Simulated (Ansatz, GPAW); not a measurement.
# C/Nb(110) in an electric field, part 2 of 3

Aim: the dipole that a field along the normal induces in C/Nb(110).

GPAW 26.7.0 and Ansatz 0.2.0; Ansatz plane waves; slab in vacuum with a dipole correction, relaxation (the session's first sound run).

So far: The starting structure; Relaxation.

### 2. Relaxation (continued)

The valence density, planar mean oscillates, so the rows of the table below give means over windows of 2.42 Å about each position, cut where the curve ends. Its maxima inside the range that stand out by 2 % of the span (Å: e/Å³): 7.0: 1.29, 9.4: 1.28, 11.7: 1.29, 14.3: 1.35. Its minima: 8.1: 0.263, 10.5: 0.265, 13.0: 0.194.

The valence density, planar mean by z; means over each step:

```tsv
z (Å)	valence density, planar mean (e/Å³)
1.21	9.6e-6
3.63	0.00252
6.05	0.479
8.47	0.737
10.89	0.737
13.31	0.643
15.73	0.405
18.15	8.8e-4
20.57	0
```

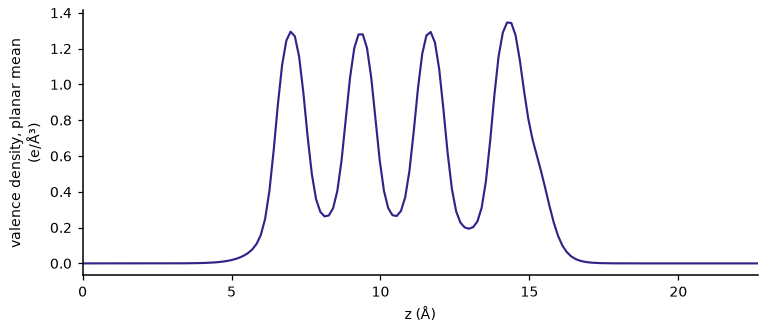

Valence density, planar mean against z.

The relaxation lowered the energy of the cell by 1.96 eV.

### 3. Plane waves, PBE

The work function is the vacuum plateau of the electrostatic potential less the Fermi level; a dipole layer lets the two faces have plateaus of their own.

This step: GPAW, PAW setups; slab in vacuum (GPAW 26.7.0).

File run.py:

```python
import json
import numpy as np
from ase import Atoms
from gpaw import GPAW, PW

slab = Atoms(
    ['Nb', 'Nb', 'Nb', 'Nb', 'C'],
    positions=[
        [0.00000, 0.00000, 7.00000],
        [2.33345, 0.00000, 9.33345],
        [-0.01233, -0.00000, 11.65433],
        [2.16519, 0.00000, 14.23905],
        [3.92997, 0.00000, 15.20916]],
    cell=[[2.33345, -1.65, 0.0], [2.33345, 1.65, 0.0], [0.0, 0.0, 22.80098]],
    pbc=[True, True, False])

slab.calc = GPAW(mode=PW(500), xc='PBE', kpts={'size': (12, 12, 1), 'gamma': True},
                 occupations={'name': 'fermi-dirac', 'width': 0.1}, nbands='140%',
                 convergence={'density': 1e-05}, maxiter=200,
                 poissonsolver={'dipolelayer': 'xy'},
                 symmetry={'tolerance': 1e-3}, txt='slab.txt')
result = {}
energy = slab.get_potential_energy()
fermi = slab.calc.get_fermi_level()
v = slab.calc.get_electrostatic_potential().mean((0, 1)) - fermi
n = slab.calc.get_pseudo_density().mean((0, 1))
L = slab.cell[2, 2]
z = np.arange(len(v)) * L / len(v)
low, high = slab.positions[:, 2].min(), slab.positions[:, 2].max()
below, above = np.interp([low - 4.8, high + 4.8], z, v)
slopes = [np.interp(x, z, np.gradient(v, z)) for x in (low - 4.8, high + 4.8)]
eps = np.array([[slab.calc.get_eigenvalues(k, s) for k in range(len(slab.calc.get_ibz_k_points()))]
                for s in range(slab.calc.get_number_of_spins())]) - fermi
top, bottom = eps[eps < 0].max(), eps[eps > 0].min()
dipole = slab.get_dipole_moment()[2]
print(f'energy {energy:.4f} eV, Fermi level {fermi:.4f} eV, dipole {dipole:.5f} e A')
print(f'potential 4.8 A off the faces, from the Fermi level: lower {below:.4f} eV, upper {above:.4f} eV')
print(f'slope of the potential there: lower {slopes[0]:.5f}, upper {slopes[1]:.5f} eV/A')
print(f'nearest levels on the mesh: {top:.4f} and {bottom:.4f} eV')
print('magnetic moment', round(slab.get_magnetic_moment(), 3))
result.update(energy=energy, fermi=fermi, dipole=dipole, below=below, above=above, slopes=slopes, edges=[top, bottom],
              z=z.tolist(), v=v.tolist(), n=n.tolist(), positions=slab.positions.tolist(),
              forces=slab.get_forces(apply_constraint=False).tolist(), moments=slab.get_magnetic_moments().tolist())
json.dump(result, open('result.json', 'w'))
```

Started as:

```console
> OMP_NUM_THREADS=1 OPENBLAS_NUM_THREADS=1 python run.py
```

Numbers of over 12 decimals in the logs are rounded to 6 here.

The program printed:

```text
energy -47.3312 eV, Fermi level 2.0957 eV, dipole -0.07259 e A
potential 4.8 A off the faces, from the Fermi level: lower 4.5413 eV, upper 6.2483 eV
slope of the potential there: lower -0.00265, upper 0.00003 eV/A
nearest levels on the mesh: -0.0002 and 0.0175 eV
magnetic moment 0.0
```

Run time: 2.6 min. Hardware: 1 thread of Intel Xeon Platinum 8488C (Sapphire Rapids), shared host; peak memory 0.34 GiB.

Numbers from this step:

| Quantity | Value |
| --- | --- |
| dipole along the normal | -0.07259 e·Å |
| levels nearest the Fermi level on the mesh | -1.89e-4, 0.01748 eV from the Fermi level |
| upper work function | 6.248 eV |
| lower work function | 4.541 eV |

The electrostatic potential energy of an electron (without an applied field's), less the Fermi level, planar mean oscillates, so the rows of the table below give means over windows of 1 Å about each position, cut where the curve ends. Its maxima inside the range that stand out by 2 % of the span (Å: eV): 8.2: -1.13, 10.5: -1.30, 12.9: 0.0396. Its minima: 7.0: -25.1, 9.3: -25.0, 11.7: -25.0, 14.3: -25.6.

Electrostatic potential energy of an electron (without an applied field's), less the Fermi level, planar mean against z; means over each step:

```tsv
z (Å)	electrostatic potential energy of an electron (without an applied field's), less the Fermi level, planar mean (eV)
0	4.87
1	4.54
2	4.54
3	4.53
4	4.45
5	3.69
6	-2.81
7	-20.3
8	-3.98
9	-16.7
10	-9.31
11	-9.58
12	-16.5
13	-1.62
14	-18.8
15	-14.1
16	2.62
17	6.10
18	6.24
19	6.25
20	6.25
21	6.25
22	6.23
```

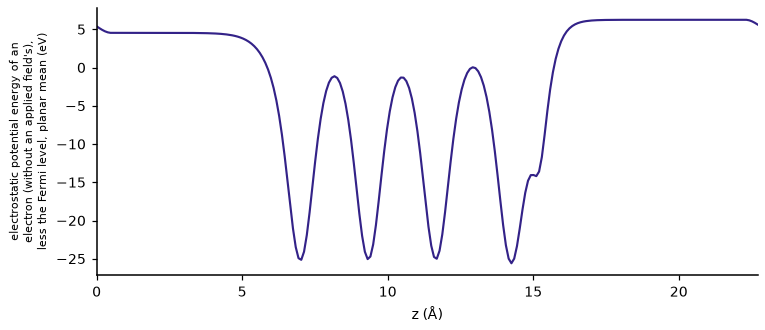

Electrostatic potential energy of an electron (without an applied field's), less the Fermi level, planar mean, plotted against z.

The pseudo valence density, planar mean oscillates, so the rows of the table below give means over windows of 2.28 Å about each position, cut where the curve ends. Its maxima inside the range that stand out by 2 % of the span (Å: e/Å³): 7.0: 1.56, 9.3: 1.56, 11.6: 1.54, 14.3: 1.62. Its minima: 8.2: 0.261, 10.5: 0.265, 12.9: 0.194.

The pseudo valence density, planar mean by z; means over each step:

```tsv
z (Å)	pseudo valence density, planar mean (e/Å³)
1.14	7.4e-6
3.42	0.00144
5.70	0.264
7.98	0.711
10.26	0.718
12.54	0.624
14.82	0.849
17.10	0.0224
19.38	1.3e-5
```

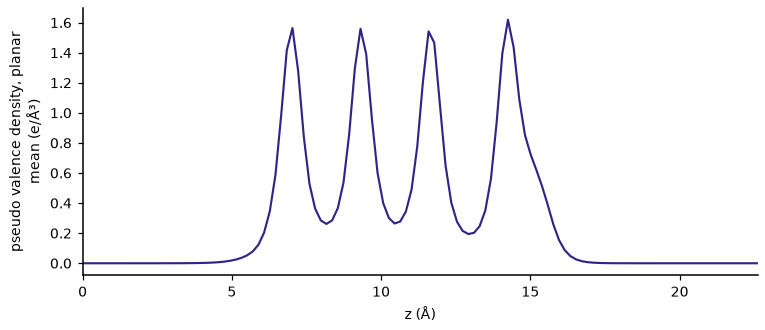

Pseudo valence density, planar mean, plotted against z.

Force by atom:

```tsv
atom	x (eV/Å)	y (eV/Å)	z (eV/Å)	size
Nb1	0.024	0.000	0.287	0.288
Nb2	-0.021	0.000	-0.232	0.233
Nb3	-0.002	0.000	-0.020	0.021
Nb4	-0.012	0.000	0.038	0.040
C5	0.012	0.000	-0.073	0.074
```

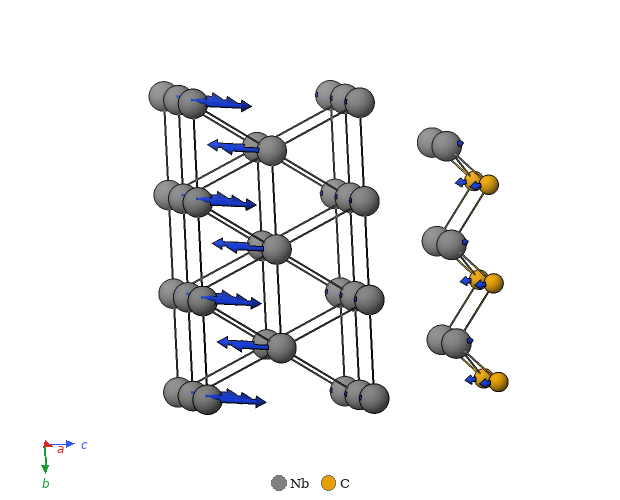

Force as arrows, the longest 0.288 eV/Å. 2×3×1 cells are drawn. Some periodic images of atoms are drawn too.

The potential is flat to 0.003 eV/Å where it is read, so the vacuum is wide enough. The geometry is the other program's minimum; here the largest force on a free atom is 0.074 eV/Å.

### 4. Field on

A uniform field along the normal polarises the slab; the atoms stay fixed, so this is the electronic response alone.

run.py, as its differences from that of step 3:

```diff
@@ -4,2 +4,3 @@
 from gpaw import GPAW, PW
+from gpaw.external import ConstantElectricField
 
@@ -20,2 +21,3 @@
                  poissonsolver={'dipolelayer': 'xy'},
+                 external=ConstantElectricField(-0.2, [0, 0, 1]),
                  symmetry={'tolerance': 1e-3}, txt='slab.txt')
```

The program printed:

```text
energy -47.3552 eV, Fermi level 2.1886 eV, dipole -0.16824 e A
potential 4.8 A off the faces, from the Fermi level: lower 3.2354 eV, upper 7.1897 eV
slope of the potential there: lower -0.00193, upper 0.00003 eV/A
nearest levels on the mesh: -0.0047 and 0.0100 eV
magnetic moment 0.0
```

The job ended after 3.4 min (1 thread; peak memory 0.53 GiB).

This step gave:

| Item | Value |
| --- | --- |
| dipole along the normal | -0.1682 e·Å |
| levels nearest the Fermi level on the mesh | -0.004748, 0.009957 eV from the Fermi level |
| potential below the slab, the applied field's own ramp left out | 3.235 eV from the Fermi level |
| potential above the slab, the applied field's own ramp left out | 7.190 eV from the Fermi level |

The electrostatic potential energy of an electron (without an applied field's), less the Fermi level, planar mean oscillates, so the rows of the table below give means over windows of 2.47 Å about each position, cut where the curve ends. Its maxima inside the range that stand out by 2 % of the span (Å: eV): 8.2: -1.77, 10.5: -1.49, 12.9: 0.345, 20.1: 7.19. Its minima: 7.0: -26.0, 9.3: -25.5, 11.7: -24.9, 14.3: -25.0.

Electrostatic potential energy of an electron (without an applied field's), less the Fermi level, planar mean against z; means over each step:

```tsv
z (Å)	electrostatic potential energy of an electron (without an applied field's), less the Fermi level, planar mean (eV)
1.24	3.39
3.71	3.14
6.17	-9.14
8.64	-12.1
11.11	-11.4
13.58	-10.5
16.05	0.499
18.52	7.18
20.99	7.19
```

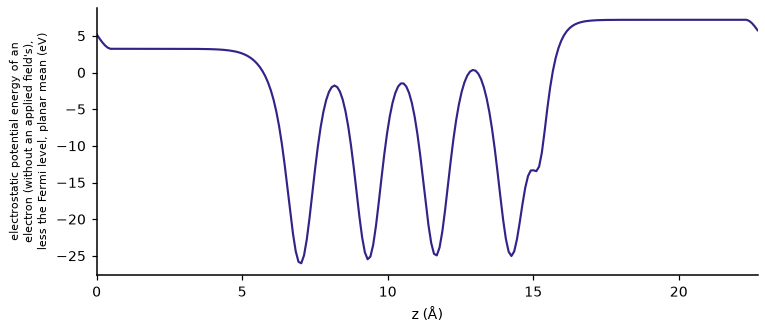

Electrostatic potential energy of an electron (without an applied field's), less the Fermi level, planar mean, plotted against z.

Force by atom:

```tsv
atom	x (eV/Å)	y (eV/Å)	z (eV/Å)	size
Nb1	0.024	0.000	0.289	0.290
Nb2	-0.021	0.000	-0.237	0.238
Nb3	-0.002	0.000	-0.019	0.019
Nb4	-0.014	0.000	0.028	0.032
C5	0.013	0.000	-0.062	0.063
```

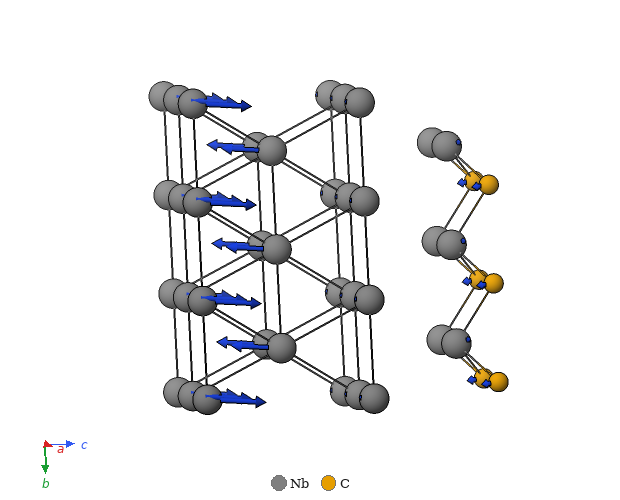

Force as arrows, the longest 0.290 eV/Å. 2×3×1 cells are drawn. Some periodic images of atoms are drawn too.

The dipole is now -0.168 e Å, against -0.073 in the run without a field.

### 5. Field on

run.py, as its differences from that of step 4:

```diff
@@ -21,3 +21,3 @@
                  poissonsolver={'dipolelayer': 'xy'},
-                 external=ConstantElectricField(-0.2, [0, 0, 1]),
+                 external=ConstantElectricField(-0.1, [0, 0, 1]),
                  symmetry={'tolerance': 1e-3}, txt='slab.txt')
```

The program printed:

```text
energy -47.3408 eV, Fermi level 2.1427 eV, dipole -0.12043 e A
potential 4.8 A off the faces, from the Fermi level: lower 3.8872 eV, upper 6.7182 eV
slope of the potential there: lower -0.00225, upper 0.00003 eV/A
nearest levels on the mesh: -0.0026 and 0.0135 eV
magnetic moment 0.0
```

It took 3.3 min on 1 thread; peak memory 0.52 GiB.

This step gave:

- dipole along the normal: -0.1204 e·Å
- levels nearest the Fermi level on the mesh: -0.002570, 0.01353 eV from the Fermi level
- potential below the slab, the applied field's own ramp left out: 3.887 eV from the Fermi level
- potential above the slab, the applied field's own ramp left out: 6.718 eV from the Fermi level

The electrostatic potential energy of an electron (without an applied field's), less the Fermi level, planar mean oscillates, so the rows of the table below give means over windows of 2.47 Å about each position, cut where the curve ends. Its maxima inside the range that stand out by 2 % of the span (Å: eV): 8.2: -1.45, 10.5: -1.40, 12.9: 0.192, 20.1: 6.72. Its minima: 7.0: -25.6, 9.3: -25.3, 11.7: -25.0, 14.3: -25.3.

The electrostatic potential energy of an electron (without an applied field's), less the Fermi level, planar mean by z; means over each step:

```tsv
z (Å)	electrostatic potential energy of an electron (without an applied field's), less the Fermi level, planar mean (eV)
1.24	4.00
3.71	3.79
6.17	-8.62
8.64	-11.8
11.11	-11.4
13.58	-10.7
16.05	0.0692
18.52	6.71
20.99	6.72
```

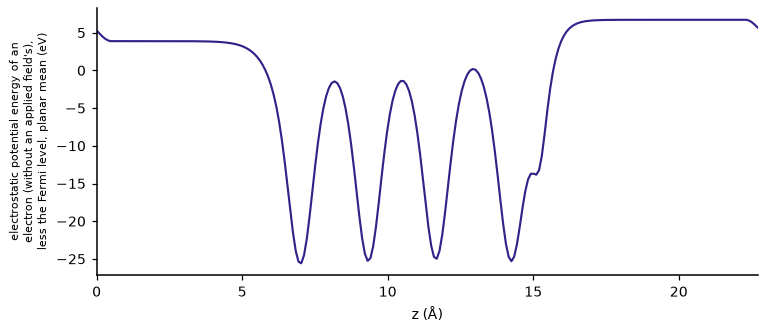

Electrostatic potential energy of an electron (without an applied field's), less the Fermi level, planar mean against z.

Force by atom:

```tsv
atom	x (eV/Å)	y (eV/Å)	z (eV/Å)	size
Nb1	0.024	0.000	0.288	0.289
Nb2	-0.021	0.000	-0.235	0.236
Nb3	-0.002	0.000	-0.021	0.021
Nb4	-0.013	0.000	0.032	0.035
C5	0.012	0.000	-0.069	0.070
```

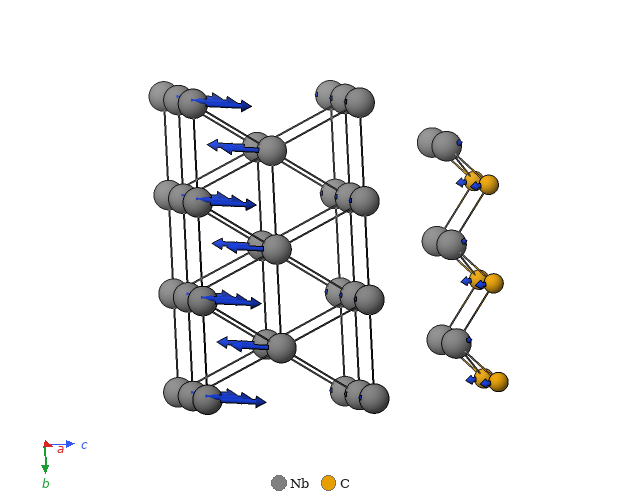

Force as arrows, the longest 0.289 eV/Å. 2×3×1 cells are drawn. Some periodic images of atoms are drawn too.

The dipole is now -0.120 e Å, against -0.073 in the run without a field.

### 6. In a field

run.py, as its differences from that of step 5:

```diff
@@ -21,3 +21,3 @@
                  poissonsolver={'dipolelayer': 'xy'},
-                 external=ConstantElectricField(-0.1, [0, 0, 1]),
+                 external=ConstantElectricField(-0.05, [0, 0, 1]),
                  symmetry={'tolerance': 1e-3}, txt='slab.txt')
```

The program printed:

```text
energy -47.3354 eV, Fermi level 2.1192 eV, dipole -0.09653 e A
potential 4.8 A off the faces, from the Fermi level: lower 4.2139 eV, upper 6.4834 eV
slope of the potential there: lower -0.00244, upper 0.00003 eV/A
nearest levels on the mesh: -0.0013 and 0.0156 eV
magnetic moment 0.0
```

The job ended after 3.4 min (1 thread; peak memory 0.52 GiB).

### 7. In a field

run.py, as its differences from that of step 6:

```diff
@@ -21,3 +21,3 @@
                  poissonsolver={'dipolelayer': 'xy'},
-                 external=ConstantElectricField(-0.05, [0, 0, 1]),
+                 external=ConstantElectricField(0.05, [0, 0, 1]),
                  symmetry={'tolerance': 1e-3}, txt='slab.txt')
```

The program printed:

```text
energy -47.3282 eV, Fermi level 2.0721 eV, dipole -0.04861 e A
potential 4.8 A off the faces, from the Fermi level: lower 4.8696 eV, upper 6.0133 eV
slope of the potential there: lower -0.00288, upper 0.00003 eV/A
nearest levels on the mesh: -0.0068 and 0.0009 eV
magnetic moment 0.0
```

The job ended after 4.2 min (1 thread; peak memory 0.52 GiB).

The electrostatic potential energy of an electron (without an applied field's), less the Fermi level, planar mean oscillates, so the rows of the table below give means over windows of 2 Å about each position, cut where the curve ends. Its maxima inside the range that stand out by 2 % of the span (Å: eV): 8.2: -0.970, 10.5: -1.25, 12.9: -0.0367. Its minima: 7.0: -24.9, 9.3: -24.9, 11.7: -25.0, 14.3: -25.7.

The electrostatic potential energy of an electron (without an applied field's), less the Fermi level, planar mean by z; means over each step:

```tsv
z (Å)	electrostatic potential energy of an electron (without an applied field's), less the Fermi level, planar mean (eV)
0	4.98
2	4.87
4	4.71
6	-5.41
8	-9.45
10	-11.2
12	-12.4
14	-14.3
16	-0.273
18	6.00
20	6.01
22	5.98
```

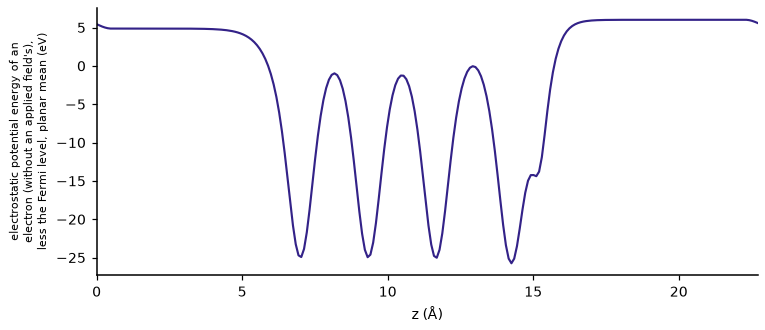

Electrostatic potential energy of an electron (without an applied field's), less the Fermi level, planar mean against z.

### 8. Field on

run.py, as its differences from that of step 7:

```diff
@@ -21,3 +21,3 @@
                  poissonsolver={'dipolelayer': 'xy'},
-                 external=ConstantElectricField(0.05, [0, 0, 1]),
+                 external=ConstantElectricField(0.1, [0, 0, 1]),
                  symmetry={'tolerance': 1e-3}, txt='slab.txt')
```

The program printed:

```text
energy -47.3264 eV, Fermi level 2.0482 eV, dipole -0.02463 e A
potential 4.8 A off the faces, from the Fermi level: lower 5.1985 eV, upper 5.7789 eV
slope of the potential there: lower -0.00314, upper 0.00003 eV/A
nearest levels on the mesh: -0.0060 and 0.0022 eV
magnetic moment 0.0
```

Elapsed: 3.3 min, on 1 thread; peak memory 0.52 GiB.

The electrostatic potential energy of an electron (without an applied field's), less the Fermi level, planar mean oscillates, so the rows of the table below give means over windows of 1 Å about each position, cut where the curve ends. Its maxima inside the range that stand out by 2 % of the span (Å: eV): 8.2: -0.809, 10.5: -1.21, 12.9: -0.113. Its minima: 7.0: -24.7, 9.3: -24.8, 11.7: -25.0, 14.3: -25.9.

Table of electrostatic potential energy of an electron (without an applied field's), less the Fermi level, planar mean by z; means over each step:

```tsv
z (Å)	electrostatic potential energy of an electron (without an applied field's), less the Fermi level, planar mean (eV)
0	5.31
1	5.20
2	5.20
3	5.19
4	5.10
5	4.31
6	-2.27
7	-19.9
8	-3.64
9	-16.4
10	-9.18
11	-9.54
12	-16.5
13	-1.78
14	-19.0
15	-14.5
16	2.18
17	5.64
18	5.77
19	5.78
20	5.78
21	5.78
22	5.77
```

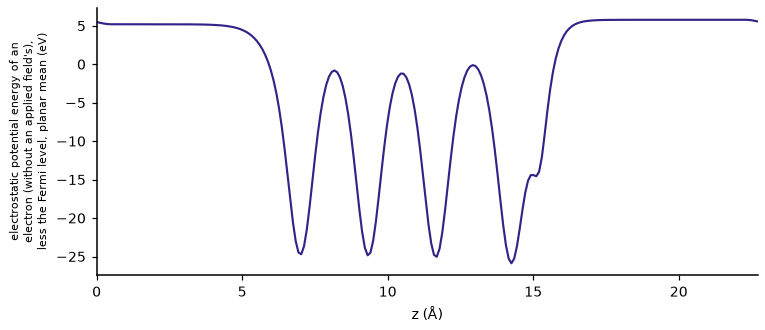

Electrostatic potential energy of an electron (without an applied field's), less the Fermi level, planar mean against z.

The dipole is now -0.0246 e Å, against -0.073 in the run without a field.

### 9. Field on

run.py, as its differences from that of step 8:

```diff
@@ -21,3 +21,3 @@
                  poissonsolver={'dipolelayer': 'xy'},
-                 external=ConstantElectricField(0.1, [0, 0, 1]),
+                 external=ConstantElectricField(0.2, [0, 0, 1]),
                  symmetry={'tolerance': 1e-3}, txt='slab.txt')
```

The program printed:

```text
energy -47.3264 eV, Fermi level 1.9998 eV, dipole 0.02341 e A
potential 4.8 A off the faces, from the Fermi level: lower 5.8585 eV, upper 5.3102 eV
slope of the potential there: lower -0.00373, upper 0.00003 eV/A
nearest levels on the mesh: -0.0044 and 0.0045 eV
magnetic moment 0.0
```

Wall time 3.2 min (1 thread); peak memory 0.53 GiB.

The dipole is now 0.0234 e Å, against -0.073 in the run without a field.

(Part 2 of 3 ends here.)

[Logs are printed without paths, hosts, clocks, repeated set-up lines and the standing remarks that a program may print on its own settings, such as how far it seeks lower states.]

[Hosts, paths, dates, database ids (printed as entryN), source tags and the programs' standing remarks are cut or masked in the printed files.]
